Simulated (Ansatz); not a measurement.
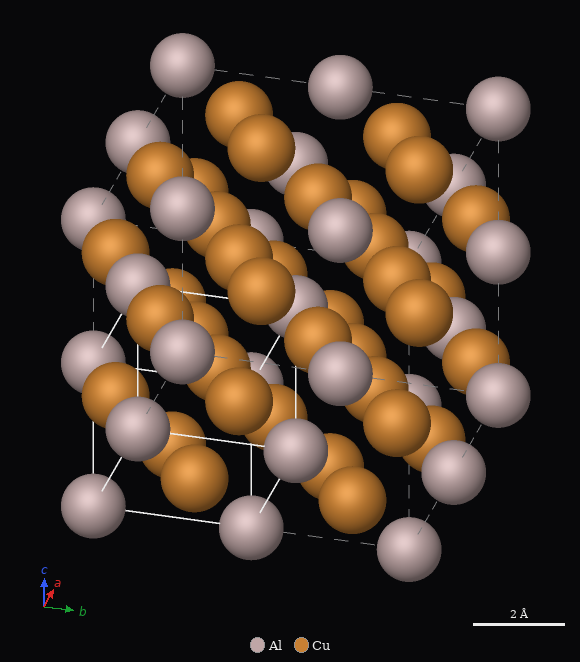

We look at a spheres-only model of the crystal from a general direction. 2×2×2 cells are drawn; the solid outline is the simulation cell.

Input deck:
```yaml
crystal:
  lattice:
    - [3.6080409615, 0.0, 0.0]
    - [0.0, 3.6080409615, 0.0]
    - [0.0, 0.0, 3.6080409615]
  atoms:
    - { symbol: Al, position: [0.0, 0.0, 0.0] }
    - { symbol: Cu, position: [0.5, 0.5, 0.0] }
    - { symbol: Cu, position: [0.5, 0.0, 0.5] }
    - { symbol: Cu, position: [0.0, 0.5, 0.5] }
basis:
  ecutwfc: 420
kpoints:
  mp_grid: { grid: [12, 12, 12] }
hamiltonian:
  xc: pbesol
scf:
  occupations: { method: fermi_dirac, width: 0.15 }
output:
  forces: true
  stress: true
  eigenvalues: true
  write_density: true
  write_potential: true
  elf: true
  volumetric_format: npy
```
Run as:
```sh
ansatz run input.yaml --threads 2 --pin off --max-ram 6144MiB --backend cpu --events-out ev --progress --plain --runs-dir out
```

Setup: DFT PBEsol, scalar-relativistic, plane waves, PAW (Ansatz); a 420 eV plane-wave basis, a 12×12×12 k-point mesh, Fermi-Dirac smearing of 0.15 eV, no spin polarisation.

> How large a gap does the method give, if there is one?

A metal: bands cross the Fermi level.

> What pressure does the calculation give for this cell?

The computed pressure is 3.2 GPa (compressed: it would expand).

The cell started as a structure listed in the Materials Project. The cell was then strained or its atoms displaced on purpose. It was run through Ansatz as a DFT input.
